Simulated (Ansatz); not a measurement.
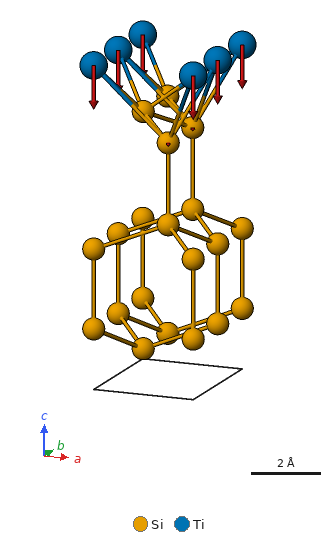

This is a constrained relaxation of a slab of composition TiSi$_{6}$ (cut from the Fd-3m phase). The starting structure is drawn; red arrows show the displacements, 2 times their true length.

The picture is a ball-and-stick view of the 1 × 2 repeat of the cell, outlined in the plane, without the vacuum, seen slightly off an axis.

Case: Ti put at a hollow Si-Si site. The slab is the (1 1 1) face of Si with Ti on it. 3 atoms are held fixed.

Theory: DFT PBEsol, scalar-relativistic, plane waves, PAW (Ansatz 0.2.0). Set-up: plane-wave cutoff 420 eV; k-point mesh 9 × 9 × 1; occupations gaussian; smearing width 0.05 eV; collinear spin; dipole correction; atoms relaxed in a fixed cell; force threshold 0.03 eV/Å; at most 70 steps.

**Which element moves most?**

Titanium: up to 0.66 Å, against 0.06 Å for silicon.

**What happened in the run?**

After 5 geometry steps the energy has fallen by 0.736 eV per cell of the calculation. Largest force component: 1.4 eV/Å at the start, 0.02 eV/Å at the end. The atom that moves furthest is the Ti atom (0.66 Å along the normal (−c)). By element the largest moves are Ti 0.66 Å, Si 0.06 Å. The cell doesn't change. Among the contacts that change: Si–Ti 3.148 → 2.755 Å, Si–Ti 2.712 → 2.399 Å, Si–Si 2.412 → 2.353 Å, Si–Si 2.318 → 2.332 Å. Bond angles that change, for instance: Si–Ti–Si 99.7° → 121.2°, Si–Ti–Si 90.2° → 106.4°, Ti–Si–Ti 90.2° → 106.4°.

Limits of the set-up: the periodic images lie only 3.8 Å apart, so the values are limited by the cell's size.
